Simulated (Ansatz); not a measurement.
## Geometry relaxation of MoS (part 2 of 2)

Continued. System: MoS (2 atoms in the cell). Method: DFT PBE, scalar-relativistic, plane waves, PAW, spin-polarised (Ansatz 0.2.0); cutoff 420 eV, 20×20×20 k-mesh, Gaussian smearing of 0.1 eV, collinear spins. The structure was made by a generator, so it may or may not be a known phase.

Geometry of the input (Å; fractional positions):
```
0.0000  2.4805  2.4805
2.4805  0.0000  2.4805
2.4805  2.4805  0.0000
Mo 0.5000  0.5000  0.5000
S  0.0000  0.0000  0.0000
```

Log, continued
```
SCF iter   1: F=—  HF=-5857.679192 eV  |F-HF|=—  |Δ(HF+E_count)|=         —  Δρ=1.97e-4 (↑1.20e-4 ↓1.97e-4)  dr2=4.88e-5  dr2_m=9.05e-7  M=0.003 μB ∫|m|=0.003 μB  β_m=0.65  ethr=2.27e-7  ⟨swp⟩=2.1  Hψ=45433  notcnv=0
preconditioner: auto → none  [metal: Δε(μ)=0.001 eV  Ē_g=9.527 eV  σ=0.100 eV  W_gap=0.01  n_scr=0 (ndim 8)  ℏωp=23.3 eV  f_vac=0.000  D(μ)=2.90/eV (n_scr^D=26)]
SCF iter   2: F=—  HF=-5857.679157 eV  |F-HF|=—  |Δ(HF+E_count)|=   3.52e-5  Δρ=1.36e-4 (↑1.36e-4 ↓1.24e-4)  dr2=2.92e-5  dr2_m=1.82e-8  M=0.002 μB ∫|m|=0.002 μB  β_m=0.34  ethr=2.27e-7  ⟨swp⟩=2.0  Hψ=11898  notcnv=0
SCF iter   3: F=—  HF=-5857.679168 eV  |F-HF|=—  |Δ(HF+E_count)|=   1.16e-5  Δρ=4.13e-5 (↑4.13e-5 ↓3.09e-5)  dr2=9.64e-7  dr2_m=3.58e-8  M=0.002 μB ∫|m|=0.002 μB  β_m=0.61  ethr=1.46e-7  ⟨swp⟩=2.0  Hψ=10307  notcnv=0
SCF iter   4: F=—  HF=-5857.679184 eV  |F-HF|=—  |Δ(HF+E_count)|=   1.60e-5  Δρ=1.77e-5 (↑1.44e-5 ↓1.77e-5)  dr2=4.95e-7  dr2_m=2.08e-9  M=0.002 μB ∫|m|=0.002 μB  β_m=0.80  ethr=4.82e-9  ⟨swp⟩=2.0  Hψ=12922  notcnv=0
SCF iter   5: F=—  HF=-5857.679188 eV  |F-HF|=—  |Δ(HF+E_count)|=   4.16e-6  Δρ=1.76e-5 (↑1.16e-5 ↓1.76e-5)  dr2=4.45e-7  dr2_m=4.86e-9  M=0.002 μB ∫|m|=0.002 μB  β_m=0.90  ethr=2.47e-9  ⟨swp⟩=2.0  Hψ=10537  notcnv=0
SCF iter   6: F=—  HF=-5857.679190 eV  |F-HF|=—  |Δ(HF+E_count)|=   1.30e-6  Δρ=8.09e-6 (↑3.69e-6 ↓8.09e-6)  dr2=3.48e-8  dr2_m=6.58e-9  M=0.002 μB ∫|m|=0.002 μB  β_m=0.95  ethr=2.23e-9  ⟨swp⟩=2.4  Hψ=12104  notcnv=0
iter 7 did not close the SCF: its close was put off for a magnetic moment that had not settled (scf_convergence_deferred on its scf_iter line)
SCF iter   7: F=-5857.679190 eV  HF=-5857.679190 eV  |F-HF|=7.33e-8  |Δ(HF+E_count)|=   1.08e-7  Δρ=7.64e-6 (↑4.92e-6 ↓7.64e-6)  dr2=8.26e-8  dr2_m=9.16e-10  M=0.002 μB ∫|m|=0.002 μB  β_m=0.98  ethr=1.74e-10  ⟨swp⟩=5.0  Hψ=38790  notcnv=0
SCF iter   8: F=—  HF=-5857.679190 eV  |F-HF|=—  |Δ(HF+E_count)|=   6.61e-8  Δρ=8.65e-6 (↑3.90e-6 ↓8.65e-6)  dr2=2.73e-8  dr2_m=9.07e-9  M=0.002 μB ∫|m|=0.002 μB  β_m=0.98  ethr=1.74e-10  ⟨swp⟩=1.9  Hψ=9764  notcnv=0
iter 9 did not close the SCF: its close was put off for a magnetic moment that had not settled (scf_convergence_deferred on its scf_iter line)
SCF iter   9: F=-5857.679190 eV  HF=-5857.679190 eV  |F-HF|=3.65e-8  |Δ(HF+E_count)|=   6.85e-8  Δρ=5.17e-6 (↑3.67e-6 ↓5.17e-6)  dr2=4.13e-8  dr2_m=2.95e-10  M=0.001 μB ∫|m|=0.001 μB  β_m=0.99  ethr=1.36e-10  ⟨swp⟩=4.7  Hψ=39718  notcnv=0
SCF iter  10: F=-5857.679190 eV  HF=-5857.679190 eV  |F-HF|=1.22e-9  |Δ(HF+E_count)|=   3.97e-9  Δρ=9.03e-7 (↑7.02e-7 ↓9.03e-7)  dr2=1.38e-9  dr2_m=4.52e-12  M=-0.000 μB ∫|m|=0.000 μB  ethr=1.36e-10  ⟨swp⟩=4.9  Hψ=40128  notcnv=0
the starting moments were not kept: the SCF closed with an absolute magnetisation of 1.0e-4 μB, where they sum to 0.43 μB in size (1 site). That is at most 0.1 of that sum. Measured as dr2_m measures the in/out step, that magnetisation stands 3.2e-9 eV from none, at or under the dr2_threshold of 2.0e-7 eV: it is no larger than a step whose dr2_m would equal this threshold.
SCF 2 converged in 10 iterations: F = -5857.679190 eV  dr2 = 1.38e-9
relax step   2: F+E_penalty+E_count = -5857.67918987 eV  Δ(F+E_penalty+E_count) = -1.203e-4 eV  max|allowed force component| = 1.609e-29 eV/Å  Δτ_max = 0.0000 Å  P = +0.044 GPa  Ω = 30.437 Å³  energy of the carried Pulay correction = +1.417e-5 eV  (10 SCF iters, dr2 threshold 2.00e-7 eV, accepted)
Initial wavefunctions: pseudopotential atomic-orbital guess (no wavefunctions were taken with the density)
iter 1 solved again at ethr=9.76e-8 eV; its pass at ethr=3.10e-3 eV (dr2=1.95e-5 eV) is discarded
SCF iter   1: F=—  HF=-5857.679177 eV  |F-HF|=—  |Δ(HF+E_count)|=         —  Δρ=1.85e-6 (↑1.81e-6 ↓1.85e-6)  dr2=4.93e-10  dr2_m=2.77e-11  M=-0.000 μB ∫|m|=0.000 μB  β_m=0.65  ethr=9.76e-8  ⟨swp⟩=3.0  Hψ=63093  notcnv=0
eigensolver tolerance schedule: the retry pair's looser diagonalisation over-reported the residual by 39628.50 of it (diagonalisation noise at an unbounded share of the residual, at the tolerance the schedule requests for it); recorded, not acted on — ethr = c·dr2/N_el stays at c = 1.0e-1
preconditioner: auto → none  [metal: Δε(μ)=0.003 eV  Ē_g=9.525 eV  σ=0.100 eV  W_gap=0.02  n_scr=0 (ndim 8)  ℏωp=23.3 eV  f_vac=0.000  D(μ)=2.90/eV (n_scr^D=26)]
SCF iter   2: F=—  HF=-5857.679176 eV  |F-HF|=—  |Δ(HF+E_count)|=   6.04e-7  Δρ=9.52e-7 (↑8.09e-7 ↓9.52e-7)  dr2=2.07e-10  dr2_m=2.94e-11  M=-0.000 μB ∫|m|=0.000 μB  β_m=0.65  ethr=2.46e-12  ⟨swp⟩=3.0  Hψ=14955  notcnv=0
SCF iter   3: F=—  HF=-5857.679176 eV  |F-HF|=—  |Δ(HF+E_count)|=  2.47e-10  Δρ=3.77e-7 (↑3.77e-7 ↓2.43e-7)  dr2=2.95e-11  dr2_m=2.27e-11  M=-0.000 μB ∫|m|=0.000 μB  β_m=0.62  ethr=1.04e-12  ⟨swp⟩=2.0  Hψ=10852  notcnv=0
SCF iter   4: F=-5857.679176 eV  HF=-5857.679176 eV  |F-HF|=1.82e-12  |Δ(HF+E_count)|=  1.64e-11  Δρ=1.32e-7 (↑1.18e-7 ↓1.32e-7)  dr2=2.41e-12  dr2_m=2.36e-12  M=-0.000 μB ∫|m|=0.000 μB  ethr=1.00e-12  ⟨swp⟩=4.0  Hψ=30427  notcnv=0
the starting moments were not kept: the SCF closed with an absolute magnetisation of 8.3e-5 μB, where they sum to 0.43 μB in size (1 site). That is at most 0.1 of that sum.
SCF 3 converged in 4 iterations: F = -5857.679176 eV  dr2 = 2.41e-12
relax step   3: F+E_penalty+E_count = -5857.67917641 eV  Δ(F+E_penalty+E_count) = +1.346e-5 eV  max|allowed force component| = 2.311e-29 eV/Å  Δτ_max = 0.0000 Å  P = +0.044 GPa  Ω = 30.437 Å³  stress off target by 4.36e-2 GPa  SCF on the basis re-selected at this cell (its energy is not comparable with the rows above)  (4 SCF iters)
```

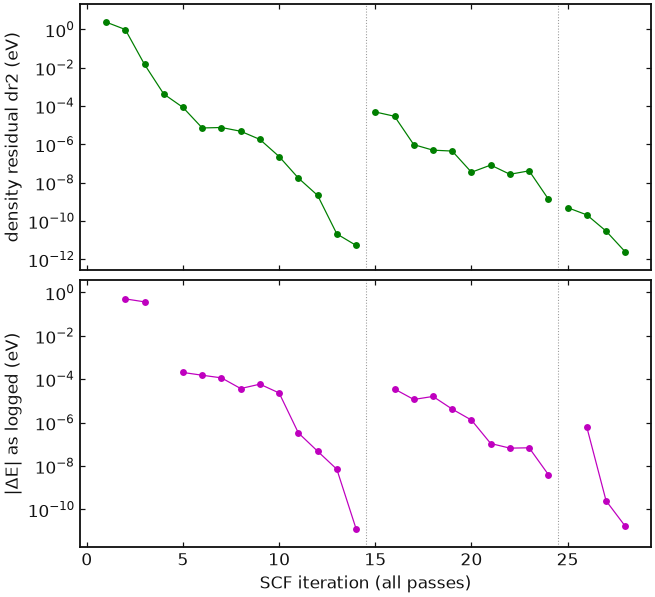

*Convergence of the self-consistent field: density residual dr2 and size of the energy change against the SCF iteration. The dotted lines part the SCF passes of the relaxation: geometry steps, rejected trials and re-solves on a re-selected basis.*

The passes take 14, 10 and 4 iterations.

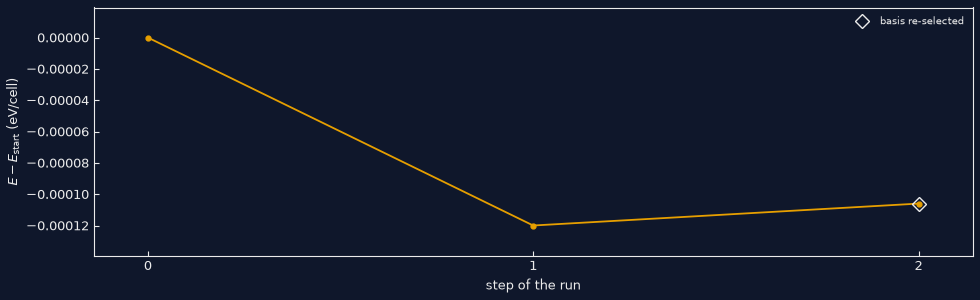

*Progress of the relaxation, step by step (the first geometry is step 0 here and step 1 in the log).*

The atoms keep their places relative to the cell (all moves are under 0.005 Å). After 1 geometry step the energy has fallen by 0.1 meV per cell of the calculation. All forces vanish by symmetry, so only the cell relaxes. Pressure: −0.44 GPa at the start and 0.04 GPa at the end. A last SCF at the same geometry on a re-selected plane-wave basis shifts the energy by +0.0 meV per cell of the calculation.

```
basis re-selected at this cell: Δ(F+E_penalty+E_count) = +1.346e-5 eV, ΔP = -0.000 GPa vs the last step (what re-selecting the basis moved, of the pressure what is left beyond the Pulay correction that the steps carried, after the strain that the cell walked since its last selection, with what the two solves' SCF thresholds leave and, on support functions, any second-order correction that the steps lacked; it is no measure of the basis error at this ecutwfc). This SCF's stress stands 4.36e-2 GPa from its target on what of the cell is left free (relax.cell.stress_tol is 5.00e-2 GPa) and its largest allowed force component is 2.31e-29 eV/Å (relax.f_tol is 1.00e-2 eV/Å): within both
SCF converged after 4 iterations
Magnetization: -0.0001 μB (10.0000 up, 10.0000 down)
Absolute magnetization: 0.0001 μB (∫|ρ↑−ρ↓|, with the PAW one-centre terms)
Spin contamination: 0.0000 ħ² per cell (⟨S²⟩ above its minimum at these occupations)
Per-site moments (μB) at R_I (Å): [(-6.316147872003616e-5, 1.0222296022666428), (-5.030486074145983e-7, 1.0222296022666428)]
Free energy (F): -5857.679176 eV
Harris-Foulkes:  -5857.679176 eV  (|F-HF|=1.82e-12)
Internal energy: -5857.664667 eV  (E = F + TS)
E sigma→0 (E₀):  -5857.671922 eV
Entropy (-TS):   -0.014510 eV (-7.255 meV/atom)
Fermi energy:    16.763591 eV
--- Per-component energies (eV) ---
  E_band       = -73.043351
  E_kinetic    = 553.686730
  E_local      = -1046.595166  (includes V_loc(G=0)·N_el)
  E_nonlocal   = 173.000540
  E_hartree    = 357.275932
  E_xc         = -281.420794
  E_vxc        = -317.741090  (∫ρ·V_xc dr)
  E_paw        = -3802.475154  (= ΣΔE_a)
  E_vpaw       = -149.946322  (= ΣTr[D̂ρ^β])
  E_aug_tail   = 0.000055  (compensation charges beyond the density's cutoff)
  E_ewald      = -1811.136809
  E_smearing   = -0.014510  (= −TS)
  E_closure    = -0.000000  (closes the sum)
  Σ components = -5857.679176   (vs F -5857.679176, Δ=0.00e0)
--- Forces (eV/Å), atoms counted from 1 ---
  atom   1  Mo     0.00000000    -0.00000000     0.00000000
  atom   2  S     -0.00000000     0.00000000     0.00000000
  max |Σ_I F_I| component: 4.21e-29 eV/Å
--- Stress (GPa, compression-positive) ---
        0.043640       0.000000      -0.000000
        0.000000       0.043640       0.000000
       -0.000000       0.000000       0.043640
  P = ⅓ Tr σ = 0.0436 GPa (0.436 kbar)
--- Band table (eV; the first three rows and the last of 512) ---
  k-point 0 ↑: bands = ["-44.7102", "-18.7810", "-18.7810", "-18.7810", "0.4222", "13.7888", "13.7888", "13.7888", "14.3623", "14.3623", "14.3623", "14.7787", "14.7787", "20.2372", "25.4247"]
  k-point 1 ↑: bands = ["-44.7098", "-18.7862", "-18.7815", "-18.7815", "0.4588", "13.3855", "13.4172", "13.4172", "14.4399", "14.4399", "14.6320", "15.1691", "15.1691", "20.3984", "25.4870"]
  k-point 2 ↑: bands = ["-44.7086", "-18.8015", "-18.7831", "-18.7831", "0.5668", "12.6944", "12.8445", "12.8445", "14.5740", "14.5740", "14.9618", "15.8940", "15.8940", "20.8365", "25.6081"]
  k-point 255 ↓: bands = ["-44.6885", "-18.9055", "-18.9055", "-18.8585", "2.0120", "10.3355", "10.4316", "10.4316", "16.1043", "16.1043", "17.4990", "17.5019", "17.9612", "24.7595", "25.2344"]
--- Relaxed structure (2 steps of the walk, 2 accepted, 1 SCFs on fresh bases) ---
  F+E_penalty+E_count = -5857.67917641 eV   max|allowed force component| = 2.311e-29 eV/Å   (the final SCF, on the basis selected at the relaxed cell)
  cell:  # Å, volume = 30.4371 Å³
    - [1.146458707401508e-34, 2.478132369131255, 2.478132369131255]
    - [2.478132369131255, 1.019074406579118e-34, 2.478132369131255]
    - [2.478132369131255, 2.478132369131255, -2.547686016447795e-35]
  atoms:
    - { symbol: Mo, position: [0.5, 0.5, 0.5] }
    - { symbol: S, position: [1.718683770629032e-36, -1.4153866346356735e-36, -2.1230799519535104e-36] }
--- Löwdin populations: 2 sites ---
  site symbol       q [e]    m [muB]
     0     Mo     13.8658    -0.0001
     1      S      5.9720     0.0000
  spilling = 0.008110 (of n_electrons = 20.000000)
```

File populations.tsv
```
# site	symbol	l	j	q_up	q_dn
# orbitals = lowdin
# n_electrons = 20.000000
# spilling = 0.008110
0	Mo	0_4S	-	0.985948	0.985948
0	Mo	0_5S	-	0.226063	0.226064
0	Mo	1_4P	-	2.995370	2.995370
0	Mo	2_4D	-	2.725492	2.725573
1	S	0_3S	-	0.797914	0.797915
1	S	1_3P	-	2.188067	2.188066
```

Trajectory as extended XYZ (Å, eV, eV/Å), 3 frames, from step=1 to step=3
```
2
Lattice="0.0000 2.4805 2.4805 2.4805 0.0000 2.4805 2.4805 2.4805 0.0000" Properties=species:S:1:pos:R:3:forces:R:3 step=1 energy=-5857.67907 pressure_GPa=-0.44
Mo    2.4805    2.4805    2.4805    0.0000   0.0000   0.0000
S     0.0000    0.0000    0.0000    0.0000   0.0000   0.0000
2
Lattice="0.0000 2.4781 2.4781 2.4781 0.0000 2.4781 2.4781 2.4781 0.0000" Properties=species:S:1:pos:R:3:forces:R:3 step=2 energy=-5857.67919 pressure_GPa=0.04
Mo    2.4781    2.4781    2.4781    0.0000   0.0000   0.0000
S     0.0000    0.0000    0.0000    0.0000   0.0000   0.0000
2
Lattice="0.0000 2.4781 2.4781 2.4781 0.0000 2.4781 2.4781 2.4781 0.0000" Properties=species:S:1:pos:R:3:forces:R:3 step=3 energy=-5857.67918 pressure_GPa=0.04
Mo    2.4781    2.4781    2.4781    0.0000   0.0000   0.0000
S     0.0000    0.0000    0.0000    0.0000   0.0000   0.0000
```

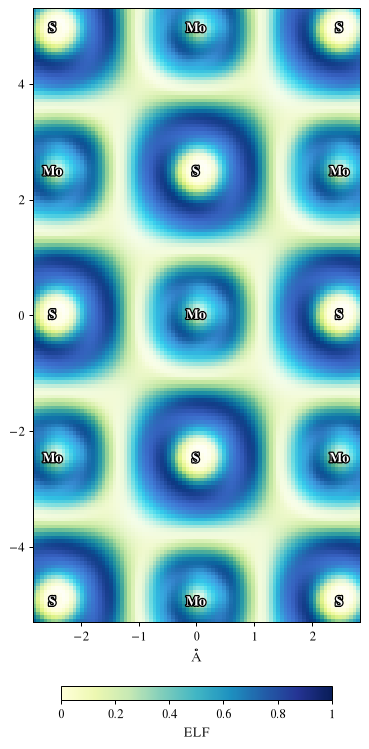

*Electron localisation function on the (010) plane of the conventional cell.*

The section cuts through Mo and S sites. Mo–S (2.48 Å): the ELF is about 0.30 at the midpoint. The strong features right at Mo lie inside the PAW spheres (semicore, d or f shells) and say nothing about bonding. The fields are those of the smooth PAW valence density.

Key numbers

| quantity | value |
| --- | --- |
| outcome | converged |
| space group (tolerance 0.01 Å) | Fm-3m (225) |
| electrons treated | 20 |
| free energy | −5857.6792 eV |
| Fermi energy | 16.764 eV |
| gap on the k-point mesh | none (metallic) |
| net moment of the cell | 0.00 μB |
| integrated absolute moment | 0.00 μB |
| pressure | 0.04 GPa |
| final volume | 30.44 Å³ |
| largest force (length of the vector) at the end | under 0.001 eV/Å |
| final cell | a = 3.505 Å, b = 3.505 Å, c = 3.505 Å, α = 60.00°, β = 60.00°, γ = 60.00° |
| wall time | 2 min |
| peak memory | 0.52 GiB |

Notes

The program warns: some starting moments were not kept.
